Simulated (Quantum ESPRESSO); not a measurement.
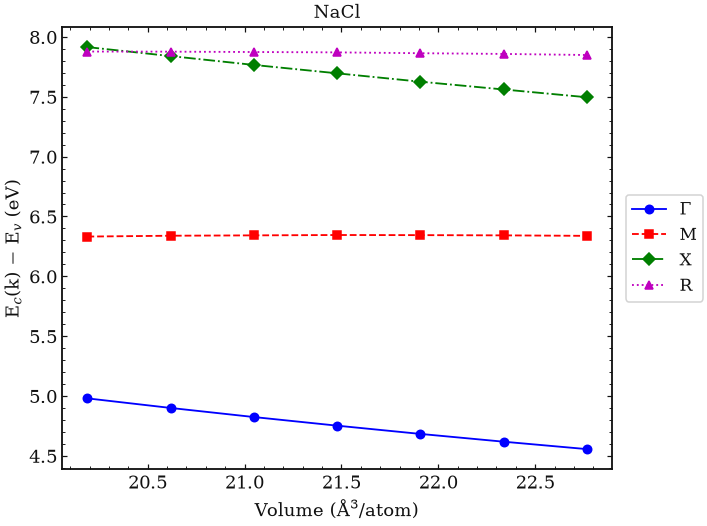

Lowest conduction level at each named k point, counted from the valence-band top at M.

System: CsCl-type NaCl, space group Pm-3m, 2 atoms in the cell. The cell is scaled uniformly. Level of theory: r2SCAN, SG15 PBE 1.2, no spin polarisation, no spin-orbit coupling, 6×6×6 k mesh, 952 eV cutoff, Fermi-Dirac smearing of 0.05 eV; code Quantum ESPRESSO 7.5.

How does each level move from 20.19 Å³/atom to 22.77 Å³/atom?

Answer. Γ falls by 0.42 eV, M stays within 0.01 eV, X falls by 0.42 eV and R falls by 0.03 eV.

What are the deformation potentials dE/d ln V?

Answer. Straight lines against ln V have slopes of −3.5 eV at Γ, 0.0 eV at M, −3.5 eV at X and −0.2 eV at R.

Which of these conduction levels is lowest, and does that change?

Answer. The lowest is the one at Γ, over the whole range, so among these points the gap stays indirect.

The values:
```
       volume  Γ (eV)  M (eV)  X (eV)  R (eV)
20.19 Å³/atom    4.98    6.33    7.92    7.88
20.62 Å³/atom    4.90    6.34    7.84    7.88
21.05 Å³/atom    4.82    6.34    7.77    7.87
21.48 Å³/atom    4.75    6.34    7.70    7.87
21.91 Å³/atom    4.68    6.34    7.63    7.86
22.34 Å³/atom    4.62    6.34    7.56    7.86
22.77 Å³/atom    4.56    6.34    7.50    7.85
```

The potentials were made for another functional. This potential file gives levels or pressures that part from those of other sets. LDA, GGA and most meta-GGA functionals understate gaps. The usual form of NaCl is rocksalt.
